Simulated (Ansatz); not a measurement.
The coordinates of a crystal:

```cif
data_structure
_symmetry_space_group_name_H-M 'P 1'
_symmetry_Int_Tables_number 1
_cell_length_a 3.2393
_cell_length_b 3.2393
_cell_length_c 4.6649
_cell_angle_alpha 90.000
_cell_angle_beta 90.000
_cell_angle_gamma 120.000
_cell_volume 42.39
loop_
_atom_site_label
_atom_site_type_symbol
_atom_site_fract_x
_atom_site_fract_y
_atom_site_fract_z
_atom_site_occupancy
Hf1 Hf 0.00000 0.00000 0.00000 1
O1 O 0.66667 0.33333 0.79166 1
O2 O 0.33333 0.66667 0.20834 1
```

**Say what kind of structure these coordinates give.**

It has the composition HfO2. The symmetry is that of P-3m1 (No. 164), on a primitive hexagonal lattice. It belongs to the family called cadmium iodide (CdI₂, 1T) type. With Z = 1, the cell contains 1 Hf, 2 O. About every Hf there are six O in a distorted octahedral arrangement at 2.11 Å. O is linked to three Hf in a trigonal pyramidal arrangement at 2.11 Å. Not all metal-metal contacts are counted. The bonds build HfO2 layers parallel to (001).

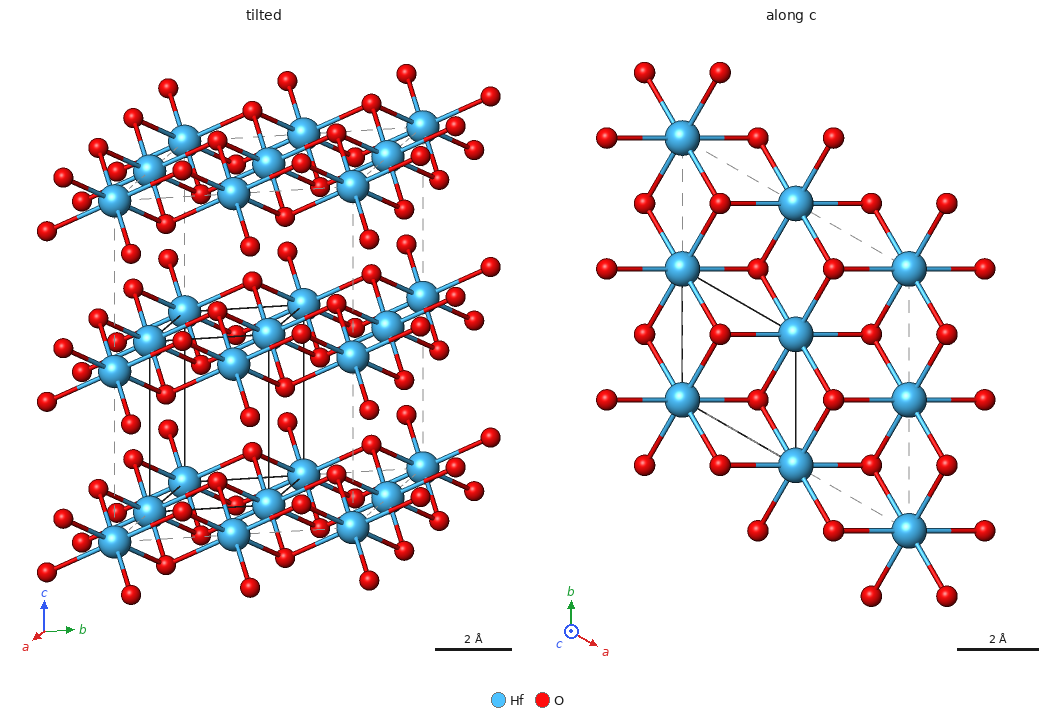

Crystal structure, ball-and-stick style, seen slightly off an axis and along the c axis. A block of 2×2×2 cells is shown, with one conventional unit cell in solid outline. Some neighbours outside the box are added.

The cell started as a structure listed in the Materials Project, with elements exchanged, so it need not be a known form of the compound. Earlier steps of the study may have refined or changed the cell and positions. It was run through Ansatz as a DFT input.
